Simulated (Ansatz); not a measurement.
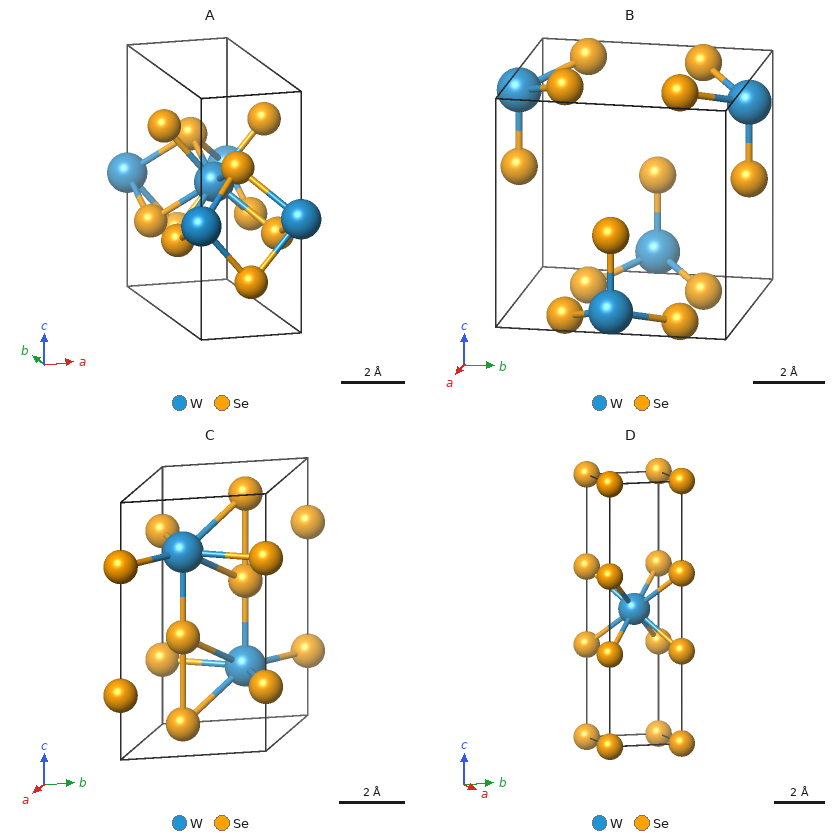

Four structures of WSe$_{3}$, each relaxed to rest (conventional cells in solid outline, small ones repeated, each panel with its own scale). Method: DFT PBE, scalar-relativistic, plane waves, PAW (Ansatz), without spin polarisation.

### Give the type and space group of each panel.

A: 8 atoms a cell on a primitive orthorhombic lattice, Pmmn; B: 8 atoms a cell on a primitive tetragonal lattice, P4/nmm; C: 8 atoms a cell on a primitive hexagonal lattice, P6_3/mmc; D: 4 atoms a cell on a primitive tetragonal lattice, P4/mmm.

### Which of these is lowest in energy, and how far above it do the others lie?

A, then D (+294 meV/atom), B (+389 meV/atom) and C (+644 meV/atom), energies at zero smearing.

### Collect the results in a table.

| panel | structure | E − E(lowest) (meV/atom) | volume (Å³/atom) | gap (eV) |
| --- | --- | --- | --- | --- |
| A | Pmmn | 0 | 25.7 | metal |
| D | P4/mmm | 294 | 24.3 | metal |
| B | P4/nmm | 389 | 38.0 | metal |
| C | P6_3/mmc | 644 | 19.0 | metal |

Some of these may be structure types tried for this composition rather than known phases, and the most stable form need not be among them. Gaps are taken on the k-mesh or band path of each run.
